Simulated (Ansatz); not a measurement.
Consider BN.

Input file:

```
crystal:
  lattice:
    - [-2.5120651141, 0.0, 0.0]
    - [-1.0e-10, 4.3510244096, 0.0]
    - [1.2560325571, -2.1755122048, -8.3467594304]
  atoms:
    - { symbol: B, position: [0.875, 0.2083333333, 0.75] }
    - { symbol: B, position: [0.375, 0.7083333333, 0.75] }
    - { symbol: B, position: [0.125, 0.7916666667, 0.25] }
    - { symbol: B, position: [0.625, 0.2916666667, 0.25] }
    - { symbol: "N", position: [0.625, 0.9583333333, 0.25] }
    - { symbol: "N", position: [0.125, 0.4583333333, 0.25] }
    - { symbol: "N", position: [0.375, 0.0416666667, 0.75] }
    - { symbol: "N", position: [0.875, 0.5416666667, 0.75] }
basis:
  ecutwfc: 420
kpoints:
  mp_grid: { grid: [10, 10, 10] }
hamiltonian:
  xc: pbe
scf:
  occupations: { method: gaussian, width: 0.05 }
output:
  forces: true
  stress: true
  eigenvalues: true
  write_density: true
  write_potential: true
  elf: true
  volumetric_format: npy
```

Run with:

```sh
ansatz run input.yaml --threads 2 --pin off --max-ram 5120MiB --backend cpu --events-out ev --progress --plain --runs-dir out
```

Space group P6₃/mmc.

Computed with Ansatz 0.2.0, DFT PBE, scalar-relativistic, plane waves, PAW.

**Predict the valence pseudo-density and electron localisation function between the atoms.**

B–N (1.45 Å): the density is about 1.8 e/Å³ at the midpoint; the ELF peaks at about 0.95 between the atoms (a polar covalent bond).

**Metal or insulator at this level of theory?**

It is gapped, with a Kohn–Sham gap of 4.4 eV on the k-point mesh (the band edges may lie off the mesh, which would make the gap smaller).

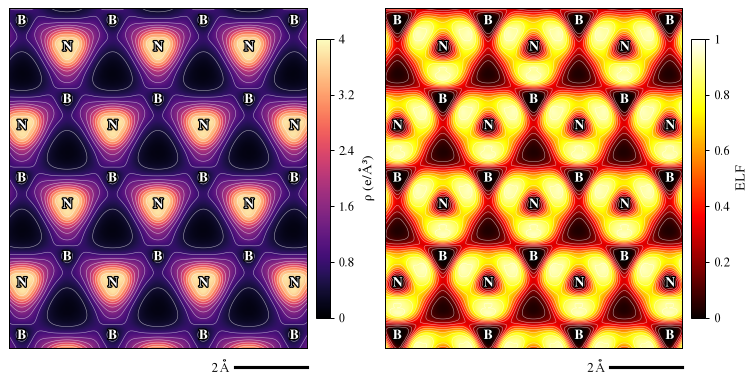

Computed valence pseudo-density and electron localisation function on the (001) plane of the calculation cell, in this order. 

Core electrons are frozen (PAW), and the valence fields are smoothed inside the atomic spheres.
